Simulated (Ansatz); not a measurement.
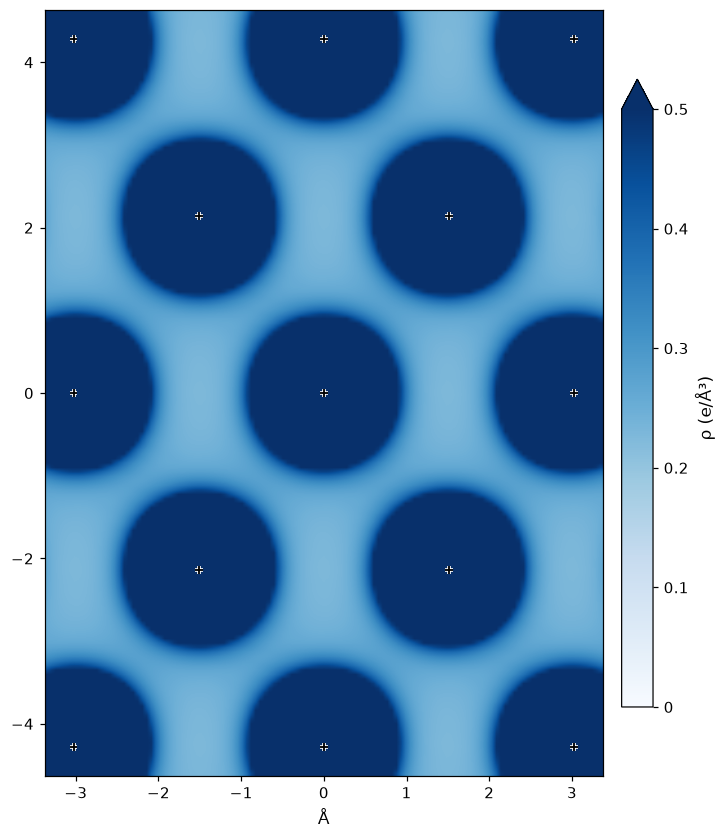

The valence pseudo-density on a plane through atoms (crosses mark nuclei in the plane).

The calculation used DFT, PBE, PAW with Ansatz's default frozen-core files, scalar-relativistic (Ansatz).

Candidates:
A. Ta, a = 3.32 Å, b = 3.32 Å, c = 3.32 Å, α = 90.00°, β = 90.00°, γ = 90.00°. Space group Im-3m; computed without spin polarisation; the program warned that the cutoff is below the recommended one.
B. InSb, a = 6.48 Å, b = 6.48 Å, c = 6.48 Å, α = 90.00°, β = 90.00°, γ = 90.00°. Space group F-43m; computed pressure about 3 GPa in this cell.
C. V, a = 3.03 Å, b = 3.03 Å, c = 3.03 Å, α = 90.00°, β = 90.00°, γ = 90.00°. Space group Im-3m; computed pressure about −5 GPa in this cell; the program warned that a starting moment wasn't kept; spin-polarised, but the moments vanished.

**Which candidate gave the map?**

Candidate C: V on the (101̄) plane of the conventional cell, which holds V. V–V (2.62 Å): ρ is about 0.28 e/Å³ halfway.
